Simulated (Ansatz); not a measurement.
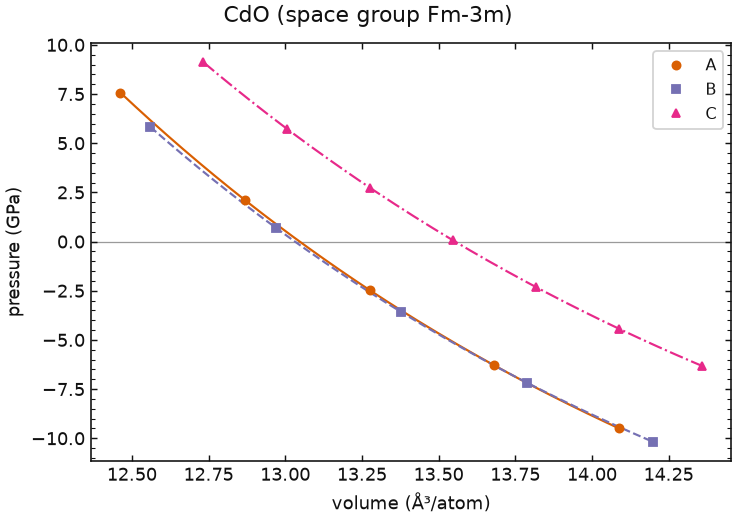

The figure shows the pressure against volume, with one curve for each functional, for CdO (space group Fm-3m). The labels are replaced by letters. In alphabetical order the cases are: HSE06; PBE; r2SCAN.

How it was computed, with Ansatz 0.2.0 development build: equation of state of a cubic crystal from periodic Kohn-Sham density functional theory without spin, third-order Birch-Murnaghan fit to the free energies; pressure corrected for the finite basis.

- structure type: rock salt
- atoms in cell: 2
- space group number: 225
- lattice centring: face-centred primitive
- occupation method: Fermi–Dirac
- datasets: soft-1 PAW
- density tolerance: 1e−07 eV
- bands: 17
- density cutoff ratio: 4
- search for lower states: default

Which letter stands for which functional?

A: r2SCAN; B: HSE06; C: PBE.

Keep in mind: coarse k-mesh, values are not converged in k (HSE06).
